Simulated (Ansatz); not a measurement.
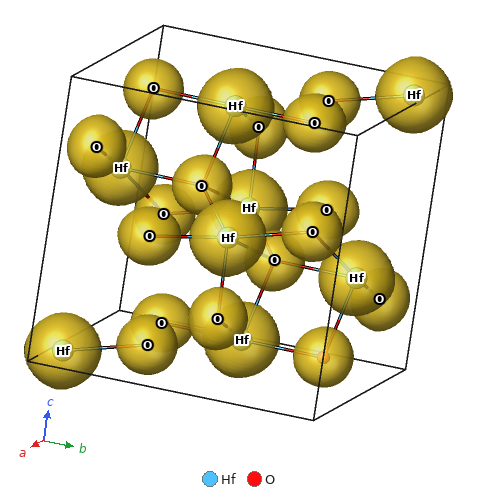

Figure. HfO2. Isosurface of the valence electron density at 1 e/Å³ (yellow), seen slightly off an axis. Sticks mark near contacts.

Space group P2₁/c; a structure from a database of computed crystals, not necessarily the ambient phase.

Level of theory: DFT PBE, scalar-relativistic, plane waves, PAW (Ansatz).

In a PAW calculation such maps are meaningful between the atoms, not at the nuclei.

Input

```
crystal:
  lattice:
    - [-4.2677684273, 0.0, -5.2713767587]
    - [5.1608916718, 5.2122247822, -0.0053655985]
    - [5.1608916718, -5.2122247822, -0.0053655985]
  atoms:
    - { symbol: Hf, position: [0.2916335388, 0.0122163587, 0.5551502124] }
    - { symbol: Hf, position: [0.2916335388, 0.5122163587, 0.0551502124] }
    - { symbol: Hf, position: [0.2083664612, 0.4448497876, 0.4877836413] }
    - { symbol: Hf, position: [0.2083664612, 0.9448497876, 0.9877836413] }
    - { symbol: Hf, position: [0.7083664612, 0.4877836413, 0.9448497876] }
    - { symbol: Hf, position: [0.7083664612, 0.9877836413, 0.4448497876] }
    - { symbol: Hf, position: [0.7916335388, 0.0551502124, 0.0122163587] }
    - { symbol: Hf, position: [0.7916335388, 0.5551502124, 0.5122163587] }
    - { symbol: O, position: [0.0233414303, 0.107652838, 0.3648682284] }
    - { symbol: O, position: [0.0233414303, 0.607652838, 0.8648682284] }
    - { symbol: O, position: [0.4766585697, 0.1351317716, 0.892347162] }
    - { symbol: O, position: [0.4766585697, 0.6351317716, 0.392347162] }
    - { symbol: O, position: [0.9766585697, 0.392347162, 0.1351317716] }
    - { symbol: O, position: [0.9766585697, 0.892347162, 0.6351317716] }
    - { symbol: O, position: [0.5233414303, 0.3648682284, 0.607652838] }
    - { symbol: O, position: [0.5233414303, 0.8648682284, 0.107652838] }
    - { symbol: O, position: [0.6515998192, 0.0236983657, 0.6950314553] }
    - { symbol: O, position: [0.6515998192, 0.5236983657, 0.1950314553] }
    - { symbol: O, position: [0.8484001808, 0.8049685447, 0.9763016343] }
    - { symbol: O, position: [0.8484001808, 0.3049685447, 0.4763016343] }
    - { symbol: O, position: [0.3484001808, 0.4763016343, 0.8049685447] }
    - { symbol: O, position: [0.3484001808, 0.9763016343, 0.3049685447] }
    - { symbol: O, position: [0.1515998192, 0.6950314553, 0.5236983657] }
    - { symbol: O, position: [0.1515998192, 0.1950314553, 0.0236983657] }
basis:
  ecutwfc: 420
  xc_grid: 2
kpoints:
  mp_grid: { grid: [2, 2, 2], shift: [0.5, 0.5, 0.5] }
hamiltonian:
  xc: pbe
scf:
  occupations: { method: gaussian, width: 0.01 }
output:
  forces: true
  stress: true
  eigenvalues: true
  write_density: true
  write_potential: true
  elf: true
  volumetric_format: npy
```

Command:

```sh
ansatz run input.yaml --threads 4 --pin off --max-ram 10240MiB --backend cpu --events-out ev --progress --plain --runs-dir out
```

What does this surface tell about the bonding?

At this value the density breaks into separate islands; it holds about 80 % of the electrons treated as valence (semicore included). It bridges none of the near contacts. It is pinched off along the sampled Hf–O (2.05 Å), Hf–O (2.15 Å) and Hf–O (2.27 Å) contacts. On the grid the lowest density along these lines, outside the cores, is 0.78 e/Å³ (Hf–O, 2.05 Å), 0.62 e/Å³ (Hf–O, 2.15 Å) and 0.46 e/Å³ (Hf–O, 2.27 Å).

Does the calculation give a band gap?

It is gapped, with a Kohn–Sham gap of 4.3 eV on the k-point mesh (the band edges may lie off the mesh, which would make the gap smaller).
